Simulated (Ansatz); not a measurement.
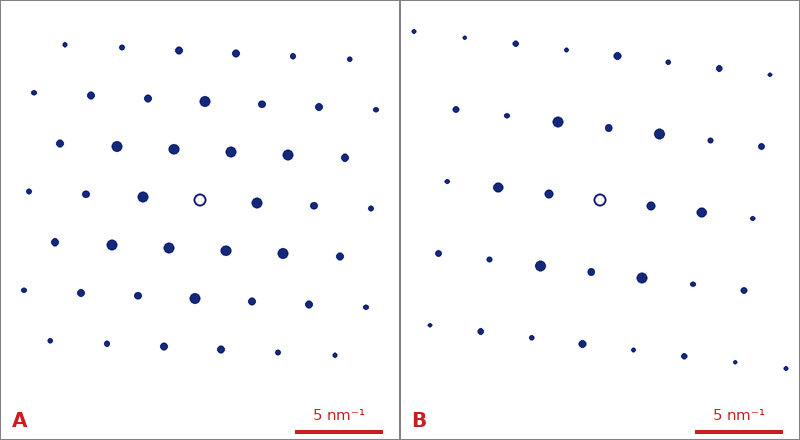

Kinematic electron diffraction patterns (200 kV, B = 0.5 Å², same scale, each along a low-index zone) of two structures of composition ZrC3, each relaxed at zero pressure with DFT r2SCAN, scalar-relativistic, plane waves, PAW (Ansatz).

The structures (standard cells):
1. Pm-3n (No. 223), a = 4.310 Å, 8 atoms; generated start, possibly hypothetical
2. Pm-3m (No. 221), a = 3.394 Å, 4 atoms; generated start, possibly hypothetical

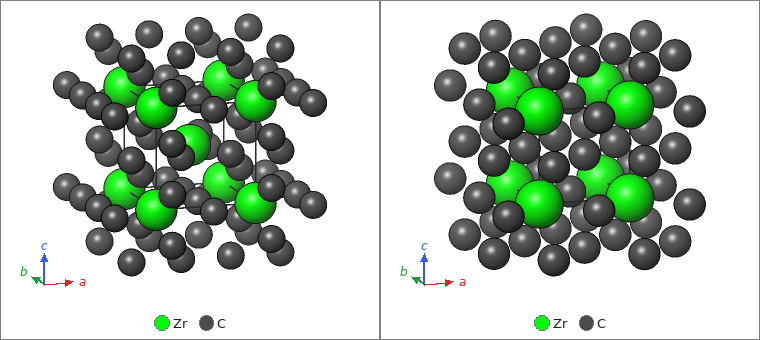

Drawings of the structures 1 to 2, from left to right (each may span several cells).

Q: Which pattern belongs to which structure, and along which zone?

A: A is structure 1 along [111] or an equivalent direction: hexagonal net of -1 1 0 at d = 3.05 Å and -1 0 1 at d = 3.05 Å, 60.0° apart. B is structure 2 along [110] or an equivalent direction: rectangular net of 0 0 1 at d = 3.39 Å and 1 -1 0 at d = 2.40 Å, 90.0° apart.

Q: Which structure lies lowest at this level of theory, and by how much?

A: Structure 2 (Pm-3m, 9.77 Å³ an atom) is the lowest of these; structure 1 (Pm-3n, 10.01 Å³ an atom) lies about 210 meV an atom higher. These are static energies at 0 K; other structures, not shown, may lie lower still.
